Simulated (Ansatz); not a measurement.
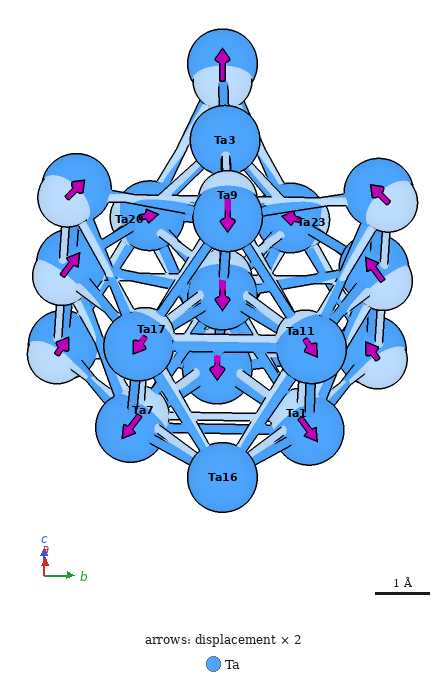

A relaxation of a defect cell of composition Ta (started half-way along a vacancy jump, in the symmetry of that start). The starting structure is drawn faded, the final one solid; purple arrows show the displacements, magnified 2 times.

A ball-and-stick model of the atoms within 5.0 Å of the atom that moves most (axes of the conventional cell (2 times the calculation's cell)), seen from a free direction. Lengths and directions refer to the drawn axes.

Computed with DFT PBE, scalar-relativistic, plane waves, PAW (Ansatz).

Input
```yaml
crystal:
  lattice:
    - [6.3345289006, 0.0, -6.3345289006]
    - [0.0, 6.3345289006, -6.3345289006]
    - [6.3345289006, 6.3345289006, 0.0]
  atoms:
    - { symbol: Ta, position: [0.6666666667, 0.6666666667, 0.3333333333] }
    - { symbol: Ta, position: [0.6666666667, 0.6666666667, 0.6666666667] }
    - { symbol: Ta, position: [0.6666666667, 0.5, 1.0] }
    - { symbol: Ta, position: [0.6666666667, 0.3333333333, 0.3333333333] }
    - { symbol: Ta, position: [0.6666666667, 0.3333333333, 0.6666666667] }
    - { symbol: Ta, position: [0.6666666667, 0.0, 0.0] }
    - { symbol: Ta, position: [0.6666666667, 0.0, 0.3333333333] }
    - { symbol: Ta, position: [0.6666666667, 0.0, 0.6666666667] }
    - { symbol: Ta, position: [0.3333333333, 0.6666666667, 1.0] }
    - { symbol: Ta, position: [0.3333333333, 0.6666666667, 0.3333333333] }
    - { symbol: Ta, position: [0.3333333333, 0.6666666667, 0.6666666667] }
    - { symbol: Ta, position: [0.3333333333, 0.3333333333, 0.0] }
    - { symbol: Ta, position: [0.3333333333, 0.3333333333, 0.3333333333] }
    - { symbol: Ta, position: [0.3333333333, 0.3333333333, 0.6666666667] }
    - { symbol: Ta, position: [0.3333333333, 0.0, 0.0] }
    - { symbol: Ta, position: [0.3333333333, 0.0, 0.3333333333] }
    - { symbol: Ta, position: [0.3333333333, 0.0, 0.6666666667] }
    - { symbol: Ta, position: [0.0, 0.6666666667, 0.0] }
    - { symbol: Ta, position: [0.0, 0.6666666667, 0.3333333333] }
    - { symbol: Ta, position: [0.0, 0.6666666667, 0.6666666667] }
    - { symbol: Ta, position: [0.0, 0.3333333333, 0.0] }
    - { symbol: Ta, position: [0.0, 0.3333333333, 0.3333333333] }
    - { symbol: Ta, position: [0.0, 0.3333333333, 0.6666666667] }
    - { symbol: Ta, position: [0.0, 0.0, 0.0] }
    - { symbol: Ta, position: [0.0, 0.0, 0.3333333333] }
    - { symbol: Ta, position: [0.0, 0.0, 0.6666666667] }
basis:
  ecutwfc: 420
kpoints:
  mp_grid: { grid: [4, 4, 4] }
hamiltonian:
  xc: pbe
scf:
  occupations: { method: gaussian, width: 0.1 }
output:
  forces: true
  stress: true
  eigenvalues: true
  write_density: true
  write_potential: true
  elf: true
  volumetric_format: npy
relax:
  adjacent_minimum: "off"
  f_tol: 0.02
  max_steps: 60
  escape_saddle: false
```

Launched with:
```bash
ansatz run input.yaml --threads 4 --pin off --max-ram 2560MiB --backend cpu --events-out ev --progress --plain --runs-dir out
```

> Describe the change and its energy.

The largest moves, 0.35 Å, are those of Ta2, Ta4, Ta9 and Ta21. Ta2 goes along −c. The cell stays as it was. Near-neighbour distances that change, for instance: Ta20–Ta23 2.986 → 2.621 Å, Ta12–Ta15 2.986 → 3.325 Å, Ta2–Ta3 2.586 → 2.882 Å, Ta1–Ta5 2.986 → 3.243 Å. Over 6 geometry steps the energy falls by 1.541 eV per cell of the calculation. The largest force component goes from 0.82 to 0.01 eV/Å.
